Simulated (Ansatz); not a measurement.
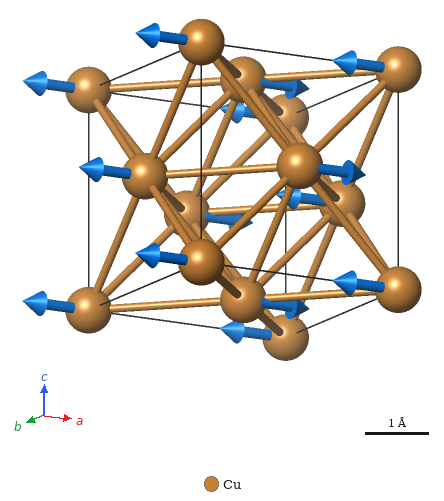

Lattice vibrations of crystalline Cu, space group Fm-3m (No. 225), at the zone centre of a doubled cell. The levels lie at 173 (×2), 245 cm⁻¹. One mode is drawn. The blue arrows are the displacements of the atoms (eigenvector over the root of the mass), of arbitrary overall length and sign. Style: ball-and-stick. Shown: the conventional cell (2 times the calculation's cell), from a free direction. Lengths and directions refer to the drawn axes.

All numbers below come from DFT PBE, scalar-relativistic, plane waves, PAW in Ansatz. (plane-wave cutoff 420 eV; k-point mesh 18 × 18 × 14; occupations gaussian; smearing width 0.15 eV; no spin polarisation)

Which of these frequencies is the drawn mode's?

Answer. The level at 245 cm⁻¹. This is a non-degenerate mode, the highest level (the three translations aside). All motion is along a; atoms of one kind move against one another, with no net shift of their sublattice. It changes sign from one half of the doubled cell to the other: it belongs to the zone boundary, q = (0, 1/2, 1/2) in the reciprocal vectors of the undoubled cell.
